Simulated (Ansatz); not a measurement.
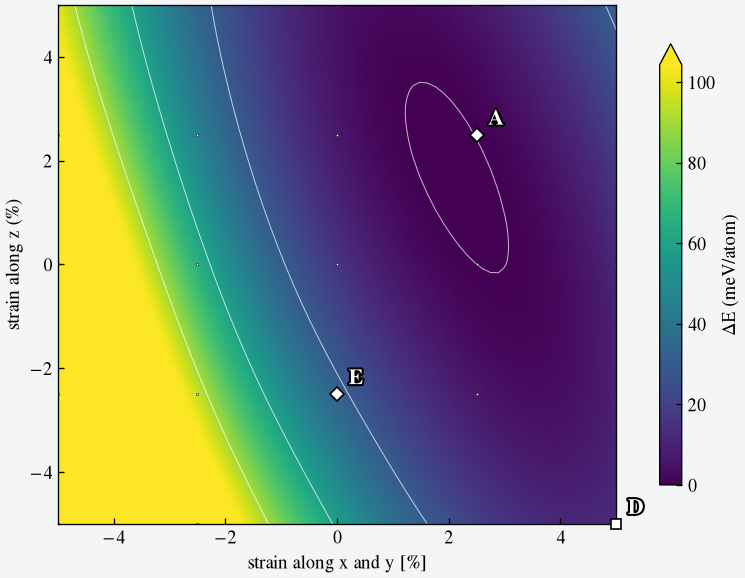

PbO (P4/nmm, No. 129; 4 atoms in the cell). The cell is strained homogeneously, by one strain along x and y and another along z, with fractional coordinates fixed (x along [1 0 0], z along [0 0 1] of the conventional cell). The first coordinate is: strain along x and y; the second: strain along z. The scan uses a 5 × 5 grid. Points are written as (first, second). Energies: meV/atom, counted from the lowest grid point. The reference cell is the one listed in the database, not relaxed at this level. These are results of Ansatz 0.2.0, DFT PBE, scalar-relativistic, plane waves, PAW, not measurements. Settings: cutoff 420 eV, k-mesh 8×8×6 in the order of the run's cell vectors, gaussian smearing 0.05 eV, no spin polarisation.

The picture shows a smooth colour map with a few white contour lines, dots at the grid points, one colour for all values above the top of the scale, lettered points. Between grid points the surface is interpolated.

> Rank the lettered points by energy, lowest first.

A (0.11 meV/atom), D (13 meV/atom), E (33 meV/atom).
